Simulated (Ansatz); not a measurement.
**CoSi2: density, localisation and related maps**

```cif
data_structure
_symmetry_space_group_name_H-M 'P 1'
_symmetry_Int_Tables_number 1
_cell_length_a 3.8135
_cell_length_b 3.8135
_cell_length_c 9.0928
_cell_angle_alpha 90.000
_cell_angle_beta 90.000
_cell_angle_gamma 120.000
_cell_volume 114.52
loop_
_atom_site_label
_atom_site_type_symbol
_atom_site_fract_x
_atom_site_fract_y
_atom_site_fract_z
_atom_site_occupancy
Si1 Si 0.33333 0.66667 0.41940 1
Co1 Co 0.00000 0.00000 0.50000 1
Si2 Si 0.66667 0.33333 0.58060 1
Si3 Si 0.00000 0.00000 0.75274 1
Co2 Co 0.66667 0.33333 0.83333 1
Si4 Si 0.33333 0.66667 0.91393 1
Si5 Si 0.66667 0.33333 0.08607 1
Co3 Co 0.33333 0.66667 0.16667 1
Si6 Si 0.00000 0.00000 0.24726 1
```

Space group R-3m; a generated structure, not necessarily the stable one; computed pressure about −3 GPa in this cell; computed without spin polarisation.

All numbers below come from Ansatz 0.2.0, DFT PBEsol, scalar-relativistic, plane waves, PAW.

Core electrons are frozen (PAW), and the valence fields are smoothed inside the atomic spheres.

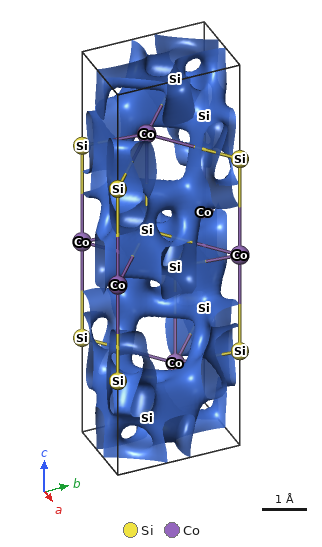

Figure 1. Isosurface of the ELF at 0.55 (blue), seen slightly off an axis. Only the valence region is drawn (cores and ρ < 0.01 e/Å³ removed). Sticks mark near contacts.

Q: What do the ELF domains correspond to?

A: At this value the surface marks out one network that runs through the whole crystal, counted in one cell of 9 atoms. Any copies at cell faces, edges or corners count once. Profiles from the grid: Co–Si (2.30 Å): the ELF peaks at about 0.75 between the atoms.

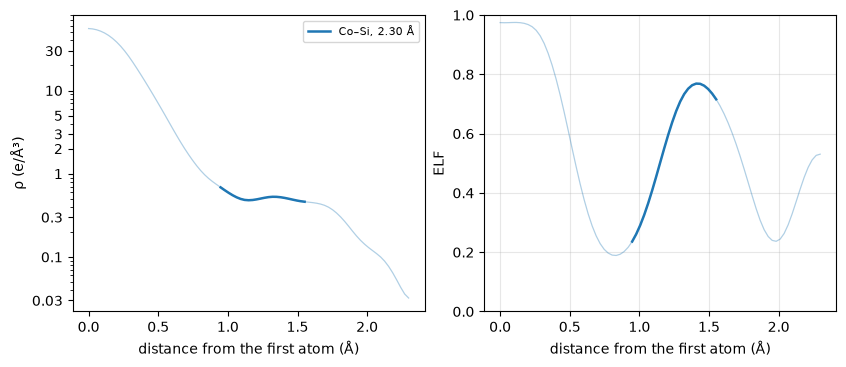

Figure 2. Valence electron density and ELF along straight lines between neighbouring atoms. Thin, pale parts lie inside the atomic spheres.

Q: What can be read from the curves?

A: Co–Si (2.30 Å): the density is about 0.48 e/Å³ at the midpoint; the ELF peaks at about 0.75 between the atoms.

Q: Metal or insulator at this level of theory?

A: It is metallic or semimetallic at this level of theory: no gap opens.
